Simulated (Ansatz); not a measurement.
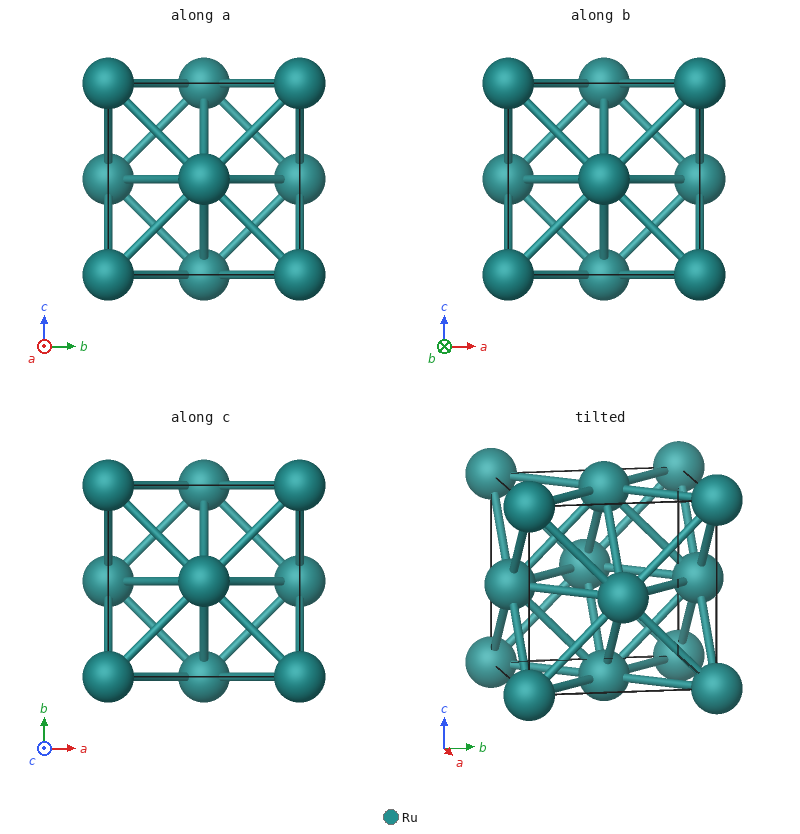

Ball-and-stick model, viewed along the a axis, along the b axis, along the c axis and slightly off an axis. The edges of the conventional unit cell are marked.

Lattice parameters: a = 3.786 Å, b = 3.786 Å, c = 3.786 Å, α = 90.00°, β = 90.00°, γ = 90.00°. Put a along x and b in the xy plane.

**Write down what is shown as a POSCAR file.**

```
Ru
1.0
     3.786    0.000    0.000
     0.000    3.786    0.000
     0.000    0.000    3.786
Ru
4
Direct
  0.0000 0.0000 0.0000
  0.0000 0.5000 0.5000
  0.5000 0.0000 0.5000
  0.5000 0.5000 0.0000
```

Provenance: a structure type filled with this element by a generator (whether the element takes this form wasn't checked). Earlier steps of the study may have refined or changed the cell and positions. An electronic-structure calculation with Ansatz was run on it.
